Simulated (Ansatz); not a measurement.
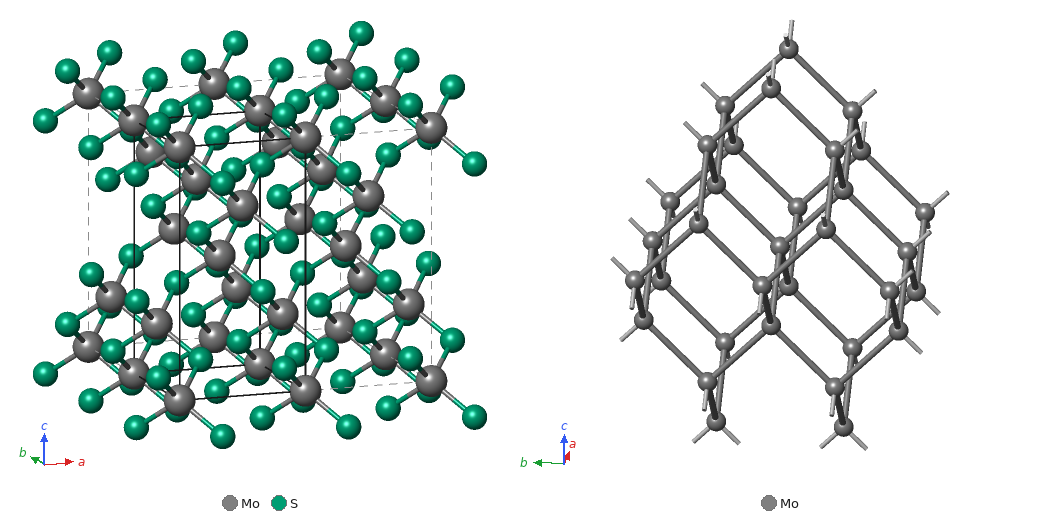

Left: the structure. Right: its underlying net. Nodes are coloured by element. Edges to nodes outside the piece are drawn as stubs.

The compound is MoS₂ (space group I-42d, No. 122), taken as coordinates from a relaxation with Ansatz, DFT, r2SCAN+rVV10, plane waves, PAW.

Bonds are taken as Mo–S below 2.5 Å; no other contact counts. Simplification: prune 0- and 1-connected atoms, fold 2-connected ones into links.

The result is a uninodal 4-connected, three-periodic net: Mo is a 4-connected node. S becomes part of the edges. It is the dia net, known from diamond, zinc blende and cristobalite. It is a single net, without interpenetration.

| node | links | point symbol | coordination sequence |
| --- | --- | --- | --- |
| Mo | 4 | 6⁶ | 4 12 24 42 64 |
